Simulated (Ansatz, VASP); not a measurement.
**SnS in two plane-wave programs**

Aim: how closely do two programs agree when they are given the same cell, functional and k mesh? The structure shown is the end of the Ansatz relaxation below.

Main program and level: Ansatz 0.2.0; plane waves, with VASP 6.6.1 beside it; single point at PBE.

### 1. The structure

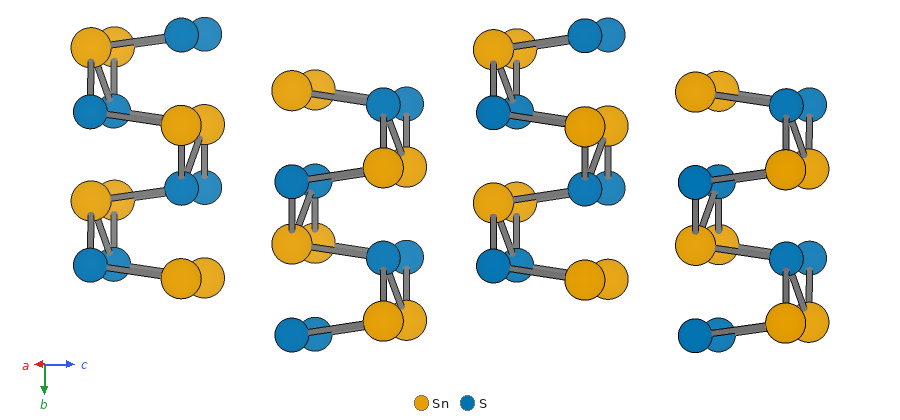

The cell as given, from the side, with the c axis across the page (tin orange, sulfur blue). 2×2×1 cells are drawn.

The cell holds 16 atoms: 8 Sn and 8 S. Cell: a = 3.987 Å, b = 4.334 Å, c = 35.725 Å, α = 90.0°, β = 90.0°, γ = 90.0°. It derives from SnS. Vacuum lies along c.

### 2. Ansatz: relaxation, PBE

Ansatz runs on its default PAW (the set named soft_2) files.

This run makes the geometry at which the two programs are then compared.

Input file input.yaml:

```yaml
crystal:
  lattice:
    - [3.987, 0.0, 0.0]
    - [0.0, 4.334, 0.0]
    - [0.0, 0.0, 35.72544]
  atoms:
    - { symbol: Sn, position: [0.75, 0.8802, 0.776069938] }
    - { symbol: S, position: [0.25, 0.4793, 0.766727576] }
    - { symbol: S, position: [0.75, 0.9793, 0.703525555] }
    - { symbol: Sn, position: [0.25, 0.3802, 0.694183193] }
    - { symbol: Sn, position: [0.75, 0.6198, 0.619318894] }
    - { symbol: S, position: [0.25, 0.0207, 0.609976532] }
    - { symbol: S, position: [0.75, 0.5207, 0.546774511] }
    - { symbol: Sn, position: [0.25, 0.1198, 0.537432149] }
    - { symbol: Sn, position: [0.75, 0.8802, 0.462567851] }
    - { symbol: S, position: [0.25, 0.4793, 0.453225489] }
    - { symbol: S, position: [0.75, 0.9793, 0.390023468] }
    - { symbol: Sn, position: [0.25, 0.3802, 0.380681106] }
    - { symbol: Sn, position: [0.75, 0.6198, 0.305816807] }
    - { symbol: S, position: [0.25, 0.0207, 0.296474445] }
    - { symbol: S, position: [0.75, 0.5207, 0.233272424] }
    - { symbol: Sn, position: [0.25, 0.1198, 0.223930062] }
kpoints:
  mp_grid: { grid: [8, 8, 1] }
scf:
  occupations: { method: fermi_dirac, width: 0.02 }
  n_extra_bands: 8
hamiltonian:
  xc: pbe
  pseudopotentials: { kind: paw }
output:
  forces: true
  write_potential: true
  volumetric_format: []
basis:
  ecutwfc: 650
relax:
  f_tol: 0.01
  max_steps: 40
```

The run is started by

```sh
$ ansatz run input.yaml --threads 4 --pin off --max-ram 12288MiB --backend cpu --events-out ev --progress --plain --runs-dir out
```

Numbers of over 12 decimals in the logs are rounded to 6 here.

What it wrote:

```text
scf.n_extra_bands = 8 over 80 filled bands (N_el = 160.0): the run solves 88 bands
Engine: ansatz 0.2.0, aarch64-unknown-linux-gnu
Pseudopotentials: kind: paw
Pseudopotential: Sn, paw, valence charge 14, recommended cutoff 420 eV (normal), Sn.paw.azcp
Pseudopotential: S, paw, valence charge 6, recommended cutoff 420 eV (normal), S.paw.azcp
Functional definition: PBE
  parameter kappa = 0.804
  parameter beta = 0.066725
  exchange = pbe_x(kappa = kappa, mu = beta*pi^2/3)
  correlation = pbe_c(beta = beta)
Crystal: 16 atoms, lattice volume = 617.323 Å³
Basis set: ecut = 650 eV, 23219 PW (Γ), exchange–correlation on 72×80×600 points (8 copies of the dense FFT grid, shifted against one another)
Bands: 88, of which v1, the nominal top of the filled ones, is band 80 counted from 1 (79 counted from 0)
Symmetry: 4 space group operations
Space group: P21/m (ITA 11), of the structure as read, at distance tolerance 8.5e-5 Å
k-points: 25 of 64
Non-local potential: Sn, projectors of the file, l = 0: 2, l = 1: 2, l = 2: 2, l = 3: 2
Non-local potential: S, projectors of the file, l = 0: 2, l = 1: 2, l = 2: 2
PAW form: soft (Blöchl's): semilocal exchange-correlation on the pseudo side does not see the compensation charge
PAW one-centre angular grid: Sn, 590 points (default); XC on 64 Gauss nodes
PAW one-centre angular grid: S, 110 points (default); XC on 64 Gauss nodes
Initial density: superposition of atomic densities (neutral atoms: chi_scale 0, normalization atom), corrected by the library's trained network
Initial wavefunctions: pseudopotential atomic-orbital guess
Functional: x = pbe(κ = 0.804, μ = 0.219515), c = pbe(β = 0.066725)
SCF iter   1: F=—  HF=-55417.226785 eV  |F-HF|=—  |Δ(HF+E_count)|=         —  Δρ=1.43e-3  dr2=5.24e-2  ethr=1.77e-3  ⟨swp⟩=6.9  Hψ=9240  notcnv=0
preconditioner: auto → Resta (q_TF=auto, 2.179 Å⁻¹)  ε∞=2.5  [insulator: Δε(μ)=1.013 eV  Ē_g=15.546 eV  σ=0.020 eV  W_gap=1.00  n_scr=116 (ndim 8)  ℏωp=18.9 eV  f_vac=0.355  D(μ)=0.00/eV (n_scr^D=0)  ε∞_Penn≈2.5  vacuum switching on, ρ_ref=1.8e-2 e/Å³]
SCF iter   2: F=—  HF=-55417.223112 eV  |F-HF|=—  |Δ(HF+E_count)|=   3.67e-3  Δρ=8.87e-4  dr2=6.09e-2  ethr=3.27e-5  ⟨swp⟩=4.0  Hψ=6050  notcnv=0  defer=75
SCF iter   3: F=—  HF=-55417.218498 eV  |F-HF|=—  |Δ(HF+E_count)|=   4.61e-3  Δρ=4.60e-4  dr2=6.02e-3  ethr=3.27e-5  ⟨swp⟩=3.5  Hψ=2768  notcnv=0  defer=75
SCF iter   4: F=—  HF=-55417.218525 eV  |F-HF|=—  |Δ(HF+E_count)|=   2.71e-5  Δρ=2.33e-4  dr2=4.98e-4  ethr=3.76e-6  ⟨swp⟩=2.0  Hψ=2642  notcnv=0  defer=75
SCF iter   5: F=—  HF=-55417.218671 eV  |F-HF|=—  |Δ(HF+E_count)|=   1.46e-4  Δρ=9.92e-5  dr2=1.57e-4  ethr=3.12e-7  ⟨swp⟩=2.1  Hψ=2940  notcnv=0  defer=74
SCF iter   6: F=—  HF=-55417.218691 eV  |F-HF|=—  |Δ(HF+E_count)|=   1.92e-5  Δρ=4.32e-5  dr2=1.03e-5  ethr=9.81e-8  ⟨swp⟩=2.0  Hψ=2633  notcnv=0  defer=74
SCF iter   7: F=-55417.218697 eV  HF=-55417.218697 eV  |F-HF|=2.70e-7  |Δ(HF+E_count)|=   6.40e-6  Δρ=9.79e-6  dr2=5.95e-7  ethr=1.56e-9  ⟨swp⟩=12.0  Hψ=22100  notcnv=0
SCF 1 converged in 7 iterations: F = -55417.218697 eV  dr2 = 5.95e-7
  greatest PAW one-centre occupation: 0.992 electrons in one spin orbital (limit 2), on the Sn atom at site 12 (counted from 0), in its partial waves of l = 2
relax step   1: F+E_penalty+E_count = -55417.21869737 eV  Δ(F+E_penalty+E_count) = +0.000e0 eV  max|allowed force component| = 1.566e-1 eV/Å  Δτ_max = 0.0000 Å  (7 SCF iters, dr2 threshold 2.50e-6 eV, accepted)
Initial density: handed on by an earlier stage of this run
Initial wavefunctions: those handed on with the density
iter 1 solved again at ethr=1.34e-4 eV; its pass at ethr=3.10e-3 eV (dr2=2.15e-1 eV) is discarded
SCF iter   1: F=—  HF=-55417.299919 eV  |F-HF|=—  |Δ(HF+E_count)|=         —  Δρ=5.62e-3  dr2=2.17e-1  ethr=1.34e-4  ⟨swp⟩=2.0  Hψ=9435  notcnv=0  defer=63
preconditioner: auto → Resta (q_TF=auto, 2.179 Å⁻¹)  ε∞=2.5  [insulator: Δε(μ)=0.924 eV  Ē_g=15.483 eV  σ=0.020 eV  W_gap=1.00  n_scr=116 (ndim 8)  ℏωp=18.9 eV  f_vac=0.344  D(μ)=0.00/eV (n_scr^D=0)  ε∞_Penn≈2.5  vacuum switching on, ρ_ref=1.7e-2 e/Å³]
SCF iter   2: F=—  HF=-55417.274158 eV  |F-HF|=—  |Δ(HF+E_count)|=   2.58e-2  Δρ=2.84e-3  dr2=7.09e-2  ethr=1.34e-4  ⟨swp⟩=3.6  Hψ=2912  notcnv=0  defer=63
SCF iter   3: F=—  HF=-55417.275414 eV  |F-HF|=—  |Δ(HF+E_count)|=   1.26e-3  Δρ=1.89e-3  dr2=8.12e-2  ethr=4.43e-5  ⟨swp⟩=4.3  Hψ=3140  notcnv=0  defer=72
SCF iter   4: F=—  HF=-55417.270583 eV  |F-HF|=—  |Δ(HF+E_count)|=   4.83e-3  Δρ=5.11e-4  dr2=1.17e-2  ethr=4.43e-5  ⟨swp⟩=3.0  Hψ=3011  notcnv=0  defer=75
SCF iter   5: F=—  HF=-55417.269763 eV  |F-HF|=—  |Δ(HF+E_count)|=   8.20e-4  Δρ=2.33e-4  dr2=8.43e-4  ethr=7.28e-6  ⟨swp⟩=2.2  Hψ=2745  notcnv=0  defer=75
SCF iter   6: F=—  HF=-55417.269777 eV  |F-HF|=—  |Δ(HF+E_count)|=   1.41e-5  Δρ=8.43e-5  dr2=4.54e-5  ethr=5.27e-7  ⟨swp⟩=2.0  Hψ=2805  notcnv=0  defer=73
[...]
NSCF: frozen V_eff on 25 k-points
the band table was solved once a step of the walk had ended and its energy, with any forces and stress, was formed, with the checks that follow a solve (10440 applications of the Hamiltonian). They found nothing against the state; the energy, forces and stress were not computed again (output.eigenvalues in the input reference)
WARN: The output density's exchange-correlation potential varies sharply where the density is thin. Do not read a vacuum level from v_tot or v_xc, or from such a field of the output density. On a cell that repeats whose density bears no net charge and no dipole along the vacuum's axis use v_es (v_loc + v_h of the components); under efield.dipole_correction with no amplitude use v_es + v_field, which holds any externa [...]
SCF converged after 2 iterations
Free energy (F): -55417.283556 eV
Harris-Foulkes:  -55417.283556 eV  (|F-HF|=8.11e-9)
Internal energy: -55417.283556 eV  (E = F + TS)
E sigma→0 (E₀):  -55417.283556 eV
Fermi energy:    3.977558 eV
--- Per-component energies (eV) ---
  E_band       = -1556.388214
  E_kinetic    = 2332.504965
  E_local      = -111343.686885  (includes V_loc(G=0)·N_el)
  E_nonlocal   = -33.296914
  E_hartree    = 55901.087971
  E_xc         = -3840.212588
  E_vxc        = -1468.379913  (∫ρ·V_xc dr)
  E_paw        = -37870.891707  (= ΣΔE_a)
  E_vpaw       = -2845.679219  (= ΣTr[D̂ρ^β])
  E_aug_tail   = 0.000003  (compensation charges beyond the density's cutoff)
  E_ewald      = 39437.211601
  E_smearing   = -0.000000  (= −TS)
  E_closure    = 0.000000  (closes the sum)
  Σ components = -55417.283556   (vs F -55417.283556, Δ=0.00e0)
--- Forces (eV/Å), atoms counted from 1 ---
  atom   1  Sn     0.00000000     0.00108378     0.00137083
  atom   2  S      0.00000000    -0.00075717     0.00240509
  atom   3  S      0.00000000     0.00066082     0.00172885
  atom   4  Sn     0.00000000     0.00007736    -0.00128084
  atom   5  Sn     0.00000000     0.00087514    -0.00320120
  atom   6  S      0.00000000     0.00027564     0.00314198
  atom   7  S      0.00000000     0.00011898     0.00235363
  atom   8  Sn     0.00000000    -0.00052961     0.00026370
  atom   9  Sn     0.00000000     0.00052961    -0.00026370
  atom  10  S      0.00000000    -0.00011898    -0.00235363
  atom  11  S      0.00000000    -0.00027564    -0.00314198
  atom  12  Sn     0.00000000    -0.00087514     0.00320120
  atom  13  Sn     0.00000000    -0.00007736     0.00128084
  atom  14  S      0.00000000    -0.00066082    -0.00172885
  atom  15  S      0.00000000     0.00075717    -0.00240509
  atom  16  Sn     0.00000000    -0.00108378    -0.00137083
  max |Σ_I F_I| component: 4.34e-19 eV/Å
--- Band table (eV; the first three rows and the last of 25) ---
  k-point 0: bands = [... 76 lower, 2.8896, 2.9884, 3.0852, 3.0979, 4.4677, 5.0933, 5.9669, 6.4817, ... 4 higher]
  k-point 1: bands = [... 76 lower, 2.7082, 2.8692, 3.0076, 3.0607, 4.5742, 5.1786, 5.9391, 6.2214, ... 4 higher]
  k-point 2: bands = [... 76 lower, 2.7615, 2.8271, 2.9506, 3.0405, 4.9539, 5.2197, 5.4234, 5.6616, ... 4 higher]
  k-point 24: bands = [... 76 lower, 1.9311, 1.9311, 2.0430, 2.0430, 6.2257, 6.2257, 6.3077, 6.3077, ... 4 higher]
--- Relaxed structure (7 steps of the walk, 6 accepted, 0 SCFs on fresh bases) ---
  F+E_penalty+E_count = -55417.28355597 eV   max|allowed force component| = 3.201e-3 eV/Å
  atoms:
    - { symbol: Sn, position: [0.75, 0.894603, 0.783292] }
    - { symbol: S, position: [0.25, 0.478890, 0.774562] }
    - { symbol: S, position: [0.75, 0.978025, 0.710764] }
    - { symbol: Sn, position: [0.25, 0.390977, 0.701712] }
    - { symbol: Sn, position: [0.75, 0.615524, 0.622191] }
    - { symbol: S, position: [0.25, 0.024220, 0.612900] }
    - { symbol: S, position: [0.75, 0.524360, 0.548837] }
    - { symbol: Sn, position: [0.25, 0.115714, 0.539551] }
    - { symbol: Sn, position: [0.75, 0.884286, 0.460449] }
    - { symbol: S, position: [0.25, 0.475640, 0.451163] }
    - { symbol: S, position: [0.75, 0.975780, 0.387100] }
    - { symbol: Sn, position: [0.25, 0.384476, 0.377809] }
    - { symbol: Sn, position: [0.75, 0.609023, 0.298288] }
    - { symbol: S, position: [0.25, 0.021975, 0.289236] }
    - { symbol: S, position: [0.75, 0.521110, 0.225438] }
    - { symbol: Sn, position: [0.25, 0.105397, 0.216708] }
```

In the SCF lines HF is the Harris–Foulkes energy and dr2 the Hartree energy of the density residual, in eV; the loop may stop once dr2 is under the threshold and the program's other checks hold. Hψ counts applications of the Hamiltonian.

(Part 1 of 2 ends here.)

[Lines on the potential files, build, host, timing and source positions are cut from VASP's logs without a mark.]

[Logs are printed without paths, hosts, clocks, repeated set-up lines and the standing remarks that a program may print on its own settings, such as how far it seeks lower states.]

[Hosts, paths, dates, database ids (printed as entryN), source tags and the programs' standing remarks are cut or masked in the printed files.]
